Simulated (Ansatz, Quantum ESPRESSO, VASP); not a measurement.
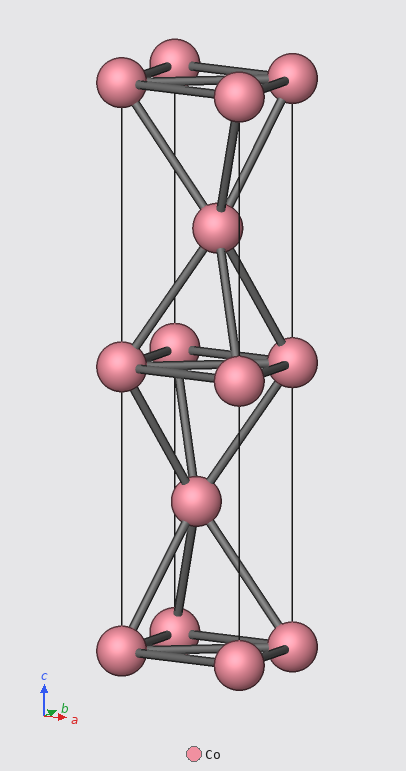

Co, double hexagonal close-packed (α-La type), space group P6₃/mmc (No. 194), a = 2.471 Å, b = 2.471 Å, c = 8.088 Å, α = 90.00°, β = 90.00°, γ = 120.00° (10.69 Å³/atom). The crystal in a ball-and-stick representation, seen slightly off an axis. Lines trace the edges of the conventional unit cell. The cell is a structure listed in the Materials Project.

The cell was scaled uniformly, at fixed shape and fractional positions, in four programs or potential sets. Alike in all runs: functional PBE; k mesh 12 × 12 × 4 on the run's cell of 4 atoms; occupations fermi-dirac, width 0.05 eV; collinear spin, ferromagnetic start; no spin-orbit coupling.

Energies from Ansatz LAPW (all-electron):

```tsv
volume (Å³/atom)	E − E(lowest point) (meV/atom)
10.047	51.82
10.261	28.46
10.475	12.47
10.688	3.18
10.902	0.00
11.116	2.39
11.330	9.72
```

> Fit a third-order Birch-Murnaghan equation of state to these points.

V0 = 10.92 Å³/atom, B0 = 210 GPa and B0′ = 3.9. V0 lies 2.1 % above the volume of the cell as given.

The same fit in all programs:

| program | V0 (Å³/atom) | B0 (GPa) | B0′ |
| --- | --- | --- | --- |
| Ansatz LAPW (all-electron) | 10.92 | 210 | 3.9 |
| Ansatz (Ansatz PAW soft_1) | 10.92 | 210 | 3.9 |
| Quantum ESPRESSO (SSSP 1.3 efficiency) | ? | ? | ? |
| VASP (PBE potentials, release 64 Co) | 10.88 | 206 | 4.0 |

> Estimate the row of Quantum ESPRESSO (SSSP 1.3 efficiency).

V0 = 10.93 Å³/atom, B0 = 211 GPa and B0′ = 4.5. The other rows span 10.88 to 10.92 Å³/atom and 206 to 210 GPa.

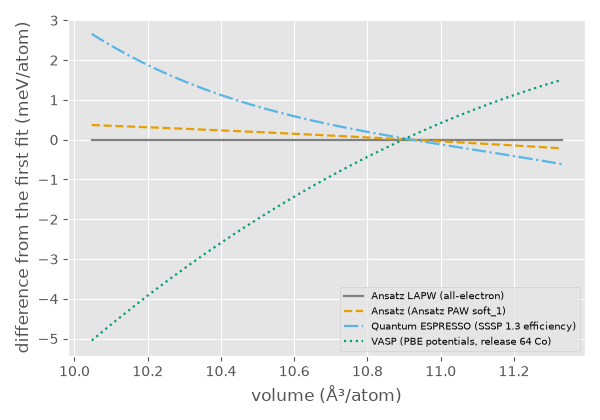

Each fitted curve, counted from its own minimum, less that of Ansatz LAPW (all-electron). With one functional throughout, the spread comes from potentials, basis sets and numerical settings; B0′ is uncertain by a few tenths over so narrow a range. Each run keeps the magnetic state that it reached from a ferromagnetic start.

Caveat: the cell was scaled at fixed shape and fractional positions, which overstates the stiffness of a crystal with free parameters, most of all of layers and chains.
